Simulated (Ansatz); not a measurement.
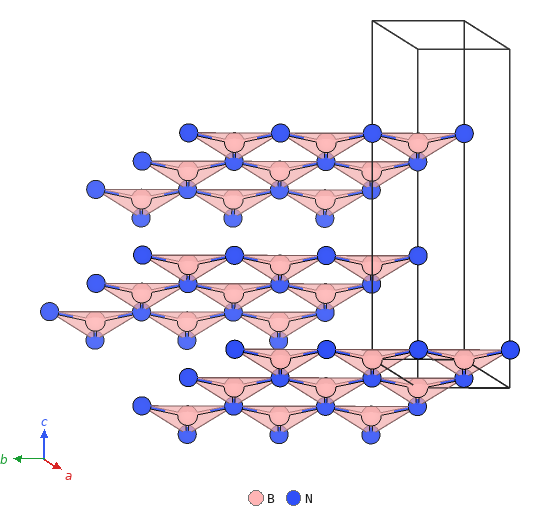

Polyhedra are drawn about B (bonds: B–N below 1.6 Å); other atoms are plain spheres.

System BN (space group R3m, No. 160); source of the atomic positions: the geometry relaxed with DFT, PBE-D3(BJ), plane waves, PAW in Ansatz 0.2.0.

> What figure surrounds each B atom, and what does it share with the other drawn polyhedra?

B: BN3 triangle, sharing corners with six neighbours.

> How do these polyhedra hang together as a whole?

They form layers of corner-sharing triangles parallel to (001).

> How far apart are the centres of linked polyhedra?

Centre to centre across a shared corner: 2.51 Å.
